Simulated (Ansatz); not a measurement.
Ge

```
Ge
1.0
     2.78014   -2.78014    0.00000
     2.89361    2.89361    0.00000
     0.00000    0.00000    5.67375
Ge
4
Direct
  0.50000 0.75000 0.37746
  0.00000 0.25000 0.87746
  0.00000 0.75000 0.12254
  0.50000 0.25000 0.62254
```

Space group Imma; started from the diamond prototype, which need not be the ambient phase; changed on purpose from its base cell (shear xy strain +4.0%); computed pressure about 3 GPa in this cell.

All numbers below come from DFT, PBE, plane waves, PAW in Ansatz 0.2.0.

Q: Predict the valence pseudo-density and electron localisation function between the atoms.

A: Ge–Ge (2.44 Å): ρ is about 0.52 e/Å³ halfway; the ELF peaks at about 0.75 between the atoms; localised, covalent bonding.

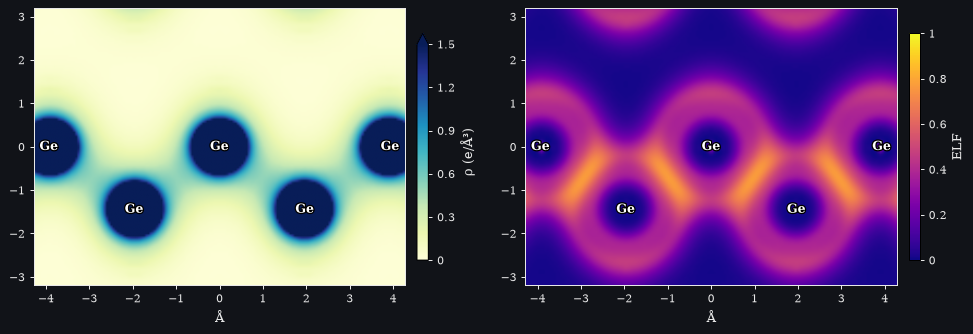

Computed valence pseudo-density and electron localisation function on the (010) plane of the conventional cell, in this order. 
